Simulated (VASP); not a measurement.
Workfunction calculation of SnSe$_{2}$

- system: SnSe$_{2}$ (3 atoms in the cell)
- method: Kohn-Sham DFT of a periodic cell, PBE, VASP PAW PBE potentials, recommended, no spin polarisation (VASP 6.6.1)

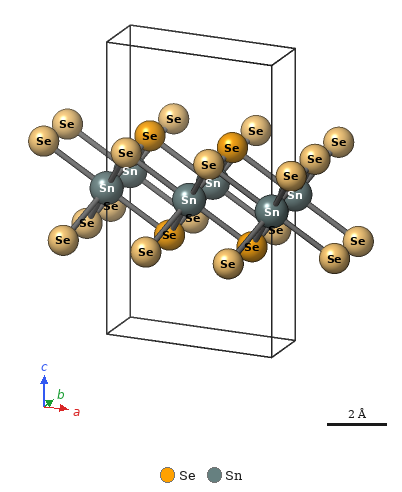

Figure 1. The structure (ball-and-stick view of the 2 × 1 repeat of the cell, with the vacuum cut short, seen slightly off an axis; neighbours outside the cell are drawn fainter).

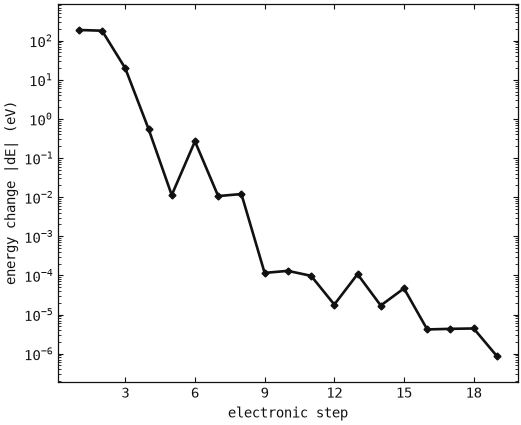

Figure 2. Convergence of the self-consistent field: energy change |dE| against the electronic step. It takes 19 electronic steps. The density is held fixed in the first few steps, and dE rises again when its update begins.

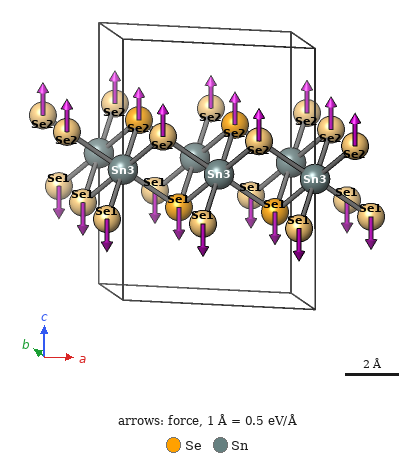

Figure 3. Forces on the atoms as pink arrows (ball-and-stick view of the 2 × 1 repeat of the cell, with the vacuum cut short, seen slightly off an axis; neighbours outside the cell are drawn fainter; atoms are numbered from 1 in the order of the input). The largest act on Se1, Se2 (0.65 eV/Å). The geometry is not a stationary point of this energy.

The input that produced these results follows, with the program's output.

**INCAR**
```
PREC = Accurate
ENCUT = 520
EDIFF = 1E-6
ISMEAR = -1
SIGMA = 0.05
LREAL = F
LASPH = T
NELM = 100
ALGO = Fast
ISIF = 2
LWAVE = F
LCHARG = T
GGA = PE
LELF = T
LVHAR = T
LVACPOTAV = T
```

**KPOINTS**
```
Automatic mesh
0
Gamma
  10 10 1
```

**POSCAR**
```
SnSe2
1.0
    3.8110000000      0.0000000000      0.0000000000
   -1.9055000000      3.3004228138      0.0000000000
    0.0000000000      0.0000000000     21.1000000000
Se Sn
2 1
Direct
    0.6666666667      0.3333333333      0.4265402844
    0.3333333333      0.6666666667      0.5734597156
    0.0000000000      0.0000000000      0.5000000000
```

Run as:
```bash
cat potpaw_PBE.64/Se/POTCAR potpaw_PBE.64/Sn_d/POTCAR > POTCAR
mpirun -np 1 vasp_std > vasp.out
```

**OSZICAR**
```
N       E                     dE             d eps       ncg     rms          rms(c)
DAV:   1     0.187049602255E+03    0.18705E+03   -0.11056E+04   556   0.122E+03
DAV:   2     0.810028443568E+01   -0.17895E+03   -0.17633E+03   641   0.254E+02
DAV:   3    -0.115275137451E+02   -0.19628E+02   -0.19522E+02   580   0.996E+01
DAV:   4    -0.120857324672E+02   -0.55822E+00   -0.55754E+00   645   0.195E+01
DAV:   5    -0.120970190641E+02   -0.11287E-01   -0.11286E-01   724   0.290E+00    0.507E+00
RMM:   6    -0.118301212530E+02    0.26690E+00   -0.43118E-01   588   0.536E+00    0.312E+00
RMM:   7    -0.118194746894E+02    0.10647E-01   -0.36301E-01   585   0.320E+00    0.713E-01
RMM:   8    -0.118074660404E+02    0.12009E-01   -0.45021E-02   607   0.233E+00    0.171E-01
RMM:   9    -0.118075818663E+02   -0.11583E-03   -0.56047E-03   666   0.722E-01    0.726E-02
RMM:  10    -0.118077126190E+02   -0.13075E-03   -0.14725E-03   699   0.374E-01    0.394E-02
RMM:  11    -0.118078101091E+02   -0.97490E-04   -0.27583E-04   629   0.183E-01    0.307E-02
RMM:  12    -0.118078280881E+02   -0.17979E-04   -0.97019E-05   710   0.985E-02    0.823E-03
RMM:  13    -0.118079356541E+02   -0.10757E-03   -0.53133E-05   616   0.602E-02    0.178E-02
RMM:  14    -0.118079526534E+02   -0.16999E-04   -0.11591E-05   634   0.312E-02    0.107E-02
RMM:  15    -0.118079992534E+02   -0.46600E-04   -0.10144E-05   535   0.185E-02    0.194E-03
RMM:  16    -0.118080034177E+02   -0.41642E-05   -0.23480E-06   441   0.136E-02    0.934E-04
RMM:  17    -0.118080077280E+02   -0.43103E-05   -0.61409E-07   375   0.674E-03    0.339E-04
RMM:  18    -0.118080121345E+02   -0.44066E-05   -0.35252E-07   374   0.451E-03    0.334E-04
RMM:  19    -0.118080130013E+02   -0.86673E-06   -0.26839E-07   342   0.354E-03
   1 F= -.11808013E+02 E0= -.11808007E+02  d E =-.129762E-04
```

**Parts of OUTCAR**
```
PREC = Accurate
   ENCUT = 520
   EDIFF = 1E-6
   ISMEAR = -1
   LREAL = F
   LASPH = T
   NELM = 100
   ISIF = 2
   GGA = PE

 ion  position               nearest neighbor table
   1  0.667  0.333  0.427-   3 2.69   3 2.69   3 2.69
   2  0.333  0.667  0.573-   3 2.69   3 2.69   3 2.69
   3  0.000  0.000  0.500-   1 2.69   2 2.69   2 2.69   1 2.69   1 2.69   2 2.69

  LATTYP: Found a hexagonal cell.
 ALAT       =     3.8110000000
 C/A-ratio  =     5.5366045657

  Lattice vectors:

 A1 = (   3.8110000000,   0.0000000000,   0.0000000000)
 A2 = (  -1.9055000000,   3.3004228138,   0.0000000000)
 A3 = (   0.0000000000,   0.0000000000,  21.1000000000)

Analysis of symmetry for initial positions (statically):
=====================================================================
 Subroutine PRICEL returns:
 Original cell was already a primitive cell.

 Routine SETGRP: Setting up the symmetry group for a
 hexagonal supercell.

 Subroutine GETGRP returns: Found 12 space group operations
 (whereof 12 operations were pure point group operations)
 out of a pool of 24 trial point group operations.

The static configuration has the point symmetry D_3d.

Analysis of symmetry for dynamics (positions and initial velocities):
=====================================================================
 Subroutine PRICEL returns:
 Original cell was already a primitive cell.

 Routine SETGRP: Setting up the symmetry group for a
 hexagonal supercell.

 Subroutine GETGRP returns: Found 12 space group operations
 (whereof 12 operations were pure point group operations)
 out of a pool of 24 trial point group operations.

The dynamic configuration has the point symmetry D_3d.

 Subroutine INISYM returns: Found 12 space group operations
 (whereof 12 operations are pure point group operations),
 and found     1 'primitive' translations

----------------------------------------------------------------------------------------

                                     Primitive cell

  volume of cell :     265.3939

  direct lattice vectors                    reciprocal lattice vectors
     3.811000000  0.000000000  0.000000000     0.262398321  0.151495741  0.000000000
    -1.905500000  3.300422814  0.000000000     0.000000000  0.302991482  0.000000000
     0.000000000  0.000000000 21.100000000     0.000000000  0.000000000  0.047393365

  length of vectors
     3.811000000  3.811000000 21.100000000     0.302991482  0.302991482  0.047393365

  position of ions in fractional coordinates (direct lattice)
     0.666666667  0.333333333  0.426540284
     0.333333333  0.666666667  0.573459716
     0.000000000  0.000000000  0.500000000

  ion indices of the primitive-cell ions
   primitive index   ion index
                 1           1
                 2           2
                 3           3

----------------------------------------------------------------------------------------

 KPOINTS: Automatic mesh

Automatic generation of k-mesh.
 Grid dimensions read from file:
 generate k-points for:   10   10    1

 Generating k-lattice:

  Cartesian coordinates                     Fractional coordinates (reciprocal lattice)
     0.026239832  0.015149574  0.000000000     0.100000000  0.000000000  0.000000000
     0.000000000  0.030299148  0.000000000     0.000000000  0.100000000  0.000000000
     0.000000000  0.000000000  0.047393365     0.000000000  0.000000000  1.000000000

  Length of vectors
     0.030299148  0.030299148  0.047393365

  Shift w.r.t. Gamma in fractional coordinates (k-lattice)
     0.000000000  0.000000000  0.000000000

 Subroutine IBZKPT returns following result:
 ===========================================

 Found     14 irreducible k-points:

 Following reciprocal coordinates:
            Coordinates               Weight
  0.000000  0.000000  0.000000      1.000000
  0.100000  0.000000  0.000000      6.000000
  0.200000  0.000000  0.000000      6.000000
  0.300000  0.000000  0.000000      6.000000
  0.400000  0.000000  0.000000      6.000000
  0.500000 -0.000000  0.000000      3.000000
  0.100000  0.100000  0.000000      6.000000
  0.200000  0.100000  0.000000     12.000000
  0.300000  0.100000  0.000000     12.000000
  0.400000  0.100000  0.000000     12.000000
  0.200000  0.200000  0.000000      6.000000
  0.300000  0.200000  0.000000     12.000000
  0.400000  0.200000  0.000000      6.000000
  0.300000  0.300000  0.000000      6.000000
   k-points           NKPTS =     14   k-points in BZ     NKDIM =     14   number of bands    NBANDS=     17
   number of dos      NEDOS =    301   number of ions     NIONS =      3
   total plane-waves  NPLWV = 125440
   dimension x,y,z NGX =    28 NGY =   28 NGZ =  160
   dimension x,y,z NGXF=    56 NGYF=   56 NGZF=  320
   ions per type =               2   1
   NGX,Y,Z   is equivalent  to a cutoff of  12.21, 12.21, 12.61 a.u.
   NGXF,Y,Z  is equivalent  to a cutoff of  24.43, 24.43, 25.21 a.u.
 SYSTEM =  unknown system
   PREC   = accura    normal or accurate (medium, high low for compatibility)
   ISTART =      0    job   : 0-new  1-cont  2-samecut
   ICHARG =      2    charge: 1-file 2-atom 10-const
   ISPIN  =      1    spin polarized calculation?
   LNONCOLLINEAR =      F non collinear calculations
   LSORBIT =      F    spin-orbit coupling
   LASPH  =      T    aspherical Exc in radial PAW
   ENCUT  =  520.0 eV  38.22 Ry    6.18 a.u.   7.09  7.09 39.23*2*pi/ulx,y,z
   NELM   =    100;   NELMIN=  2; NELMDL= -5     # of ELM steps
   EDIFF  = 0.1E-05   stopping-criterion for ELM
   LREAL  =      F    real-space projection
   EDIFFG = 0.1E-04   stopping-criterion for IOM
   NSW    =      0    number of steps for IOM
   IBRION =     -1    ionic relax: 0-MD 1-quasi-New 2-CG
   NFREE  =      0    steps in history (QN), initial steepest desc. (CG)
   ISIF   =      2    stress and relaxation
   ISYM   =      2    0-nonsym 1-usesym 2-fastsym
   POTIM  = 0.5000    time-step for ionic-motion
   TEBEG  =    0.0;   TEEND  =   0.0 temperature during run
   PSTRESS=    0.0 pullay stress
   NELECT =      26.0000    total number of electrons
   NUPDOWN=      -1.0000    fix difference up-down
   EMIN   =  10.00;   EMAX   =-10.00  energy-range for DOS
   EFERMI =   0.00;   METHOD = LEGACY
   ISMEAR =    -1;   SIGMA  =   0.05  broadening in eV -4-tet -1-fermi 0-gaus
   EFERMI_NEDOS =   21; number of points for ismear=-14 and -15
   IALGO  =     68    algorithm
   IMIX   =      4    mixing-type and parameters
     AMIX     =   0.40;   BMIX     =  1.00
     AMIX_MAG =   1.60;   BMIX_MAG =  1.00
  volume/ion in A,a.u.               =      88.46       596.99
  Fermi-wavevector in a.u.,A,eV,Ry     =   0.754691  1.426158  7.749306  0.569558
  Thomas-Fermi vector in A             =   1.852415
   LORBIT       =      0    0 simple, 1 ext, 2 COOP (PROOUT), +10 PAW based schemes
   GGA     = PE    functional components
   LHFCALC =     F    Hartree Fock is set to
   AEXX    =    0.0000 exact exchange contribution
   IVDW    =     0    specifies the selected vdW correction
   LEPSILON=     F    determine dielectric tensor
   LRPA    =     F    only Hartree local field effects (RPA)
 non-spin polarized calculation
 RMM-DIIS sequential band-by-band and
  energy-cutoff  :      520.00
  volume of cell :      265.39
 maximum number of plane-waves:      7179
   NGX = 15   NGY = 15   NGZ = 79

 number of electron      25.9999998 magnetization

 Free energy of the ion-electron system (eV)
  ---------------------------------------------------
  ext. energy  EPLUGINS =         0.00000000
  ---------------------------------------------------
  free energy    TOTEN  =       -11.80801300 eV

  energy without entropy =      -11.80800003  energy(sigma->0) =      -11.80800651

 E-fermi :  -2.6386     XC(G=0):  -3.2705     alpha+bet : -2.9799

 val. band max:       -3.1256749960   @ k =   0.1000   0.0000   0.0000
 cond. band min:      -2.2127647031   @ k =   0.5000  -0.0000   0.0000
 fundamental gap:      0.9129102929
 Fermi energy:        -2.6385811061

 k-point     1 :       0.0000    0.0000    0.0000
  band No.  band energies     occupation
      1     -24.2508      2.00000
      2     -24.2508      2.00000
      3     -24.2105      2.00000
      4     -24.1982      2.00000
      5     -24.1982      2.00000
      6     -16.7915      2.00000
      7     -15.3215      2.00000
      8      -8.6029      2.00000
      9      -4.1513      2.00000
     10      -3.6402      2.00000
     11      -3.6402      2.00000
     12      -3.2201      1.99998
     13      -3.2201      1.99998
     14      -1.3938      0.00000
     15      -0.0108      0.00000
     16       1.5584      0.00000
     17       1.5584      0.00000

 k-point     2 :       0.1000    0.0000    0.0000
  band No.  band energies     occupation
      1     -24.2554      2.00000
      2     -24.2471      2.00000
      3     -24.2077      2.00000
      4     -24.2006      2.00000
      5     -24.1977      2.00000
      6     -16.6925      2.00000
      7     -15.2517      2.00000
      8      -8.6337      2.00000
      9      -4.5147      2.00000
     10      -4.0977      2.00000
     11      -3.9764      2.00000
     12      -3.7239      2.00000
     13      -3.1257      1.99988
     14      -0.8824      0.00000
     15       0.5652      0.00000
     16       1.4161      0.00000
     17       1.8078      0.00000

 k-point     3 :       0.2000    0.0000    0.0000
  band No.  band energies     occupation
      1     -24.2688      2.00000
      2     -24.2388      2.00000
      3     -24.2082      2.00000
      4     -24.1978      2.00000
      5     -24.1951      2.00000
      6     -16.4053      2.00000
      7     -15.0666      2.00000
      8      -8.8151      2.00000
      9      -5.7899      2.00000
     10      -4.6480      2.00000
     11      -4.5291      2.00000
     12      -3.9543      2.00000
     13      -3.1466      1.99992
     14      -0.8312      0.00000
     15       0.9299      0.00000
     16       2.2407      0.00000
     17       2.3462      0.00000

 k-point     4 :       0.3000    0.0000    0.0000
  band No.  band energies     occupation
      1     -24.2867      2.00000
      2     -24.2321      2.00000
      3     -24.2147      2.00000
      4     -24.1881      2.00000
      5     -24.1869      2.00000
      6     -15.9674      2.00000
      7     -14.8448      2.00000
      8      -9.3088      2.00000
      9      -6.7562      2.00000
     10      -5.2676      2.00000
     11      -5.0237      2.00000
     12      -3.8120      2.00000
     13      -3.2710      1.99999
     14      -1.4749      0.00000
     15       1.1747      0.00000
     16       2.4642      0.00000
     17       2.7494      0.00000

 k-point     5 :       0.4000    0.0000    0.0000
  band No.  band energies     occupation
      1     -24.3018      2.00000
      2     -24.2296      2.00000
      3     -24.2197      2.00000
      4     -24.1796      2.00000
      5     -24.1778      2.00000
      6     -15.4752      2.00000
      7     -14.7199      2.00000
      8      -9.9220      2.00000
      9      -7.3734      2.00000
     10      -5.4194      2.00000
     11      -5.3529      2.00000
     12      -3.7541      2.00000
     13      -3.3889      2.00000
     14      -2.0186      0.00001
     15       1.1249      0.00000
     16       2.3482      0.00000
     17       3.0467      0.00000

 [... the levels of 8 k-points are left out ...]

 k-point    14 :       0.3000    0.3000    0.0000
  band No.  band energies     occupation
      1     -24.2782      2.00000
      2     -24.2594      2.00000
      3     -24.2020      2.00000
      4     -24.1930      2.00000
      5     -24.1770      2.00000
      6     -14.9235      2.00000
      7     -14.6910      2.00000
      8     -10.3036      2.00000
      9      -6.9932      2.00000
     10      -6.7865      2.00000
     11      -6.2204      2.00000
     12      -4.0726      2.00000
     13      -3.7491      2.00000
     14      -1.0392      0.00000
     15       2.1884      0.00000
     16       2.5949      0.00000
     17       3.6434      0.00000

------------------------ aborting loop because EDIFF is reached ----------------------------------------

  FORCE on cell =-STRESS in cart. coord.  units (eV):
  Direction    XX          YY          ZZ          XY          YZ          ZX
  --------------------------------------------------------------------------------------
  -------------------------------------------------------------------------------------
  Total        1.7936744      1.7936744      2.0016703      0.0000000      0.0000000      0.0000000
  in kB       10.8283728     10.8283728     12.0840394      0.0000000      0.0000000      0.0000000
  external PRESSURE =      11.2469284 kB  Pullay stress =       0.0000000 kB

 VOLUME and BASIS-vectors are now :
 -----------------------------------------------------------------------------
  energy-cutoff  :      520.00
  volume of cell :      265.39
      direct lattice vectors                 reciprocal lattice vectors
     3.811000000  0.000000000  0.000000000     0.262398321  0.151495741  0.000000000
    -1.905500000  3.300422814  0.000000000     0.000000000  0.302991482  0.000000000
     0.000000000  0.000000000 21.100000000     0.000000000  0.000000000  0.047393365

 POSITION                                       TOTAL-FORCE (eV/Angst)
 -----------------------------------------------------------------------------------
      1.90550      1.10014      9.00000         0.000000     -0.000000     -0.649542
     -0.00000      2.20028     12.10000        -0.000000      0.000000      0.649542
      0.00000      0.00000     10.55000        -0.000000      0.000000      0.000000
 -----------------------------------------------------------------------------------
    total drift:                                0.000000      0.000000      0.000000

  FREE ENERGIE OF THE ION-ELECTRON SYSTEM (eV)
  ---------------------------------------------------
  free  energy   TOTEN  =       -11.8080130013 eV

  energy  without entropy=      -11.8080000250  energy(sigma->0) =      -11.80800651
```

**CONTCAR**
```
SnSe2
   1.00000000000000
     3.8109999999999999    0.0000000000000000    0.0000000000000000
    -1.9055000000000000    3.3004228138000000    0.0000000000000000
     0.0000000000000000    0.0000000000000000   21.1000000000000014
  Se              Sn
     2     1
Direct
     0.6666666667000030    0.3333333332999970    0.4265402843999979
     0.3333333332999970    0.6666666667000030    0.5734597156000021
     0.0000000000000000    0.0000000000000000    0.5000000000000000

  0.00000000E+00  0.00000000E+00  0.00000000E+00
  0.00000000E+00  0.00000000E+00  0.00000000E+00
  0.00000000E+00  0.00000000E+00  0.00000000E+00
```

**Summary**

```csv
quantity,value
outcome,converged
electrons treated,26
free energy,−11.8080 eV
Fermi energy of the self-consistent step,−2.639 eV
gap on the k-point mesh,0.91 eV
largest force (length of the vector),0.650 eV/Å
hardware,"1 thread of Intel Xeon (Granite Rapids), 128 GiB of memory available, shared host"
wall time,47 s
peak memory,0.37 GiB
```
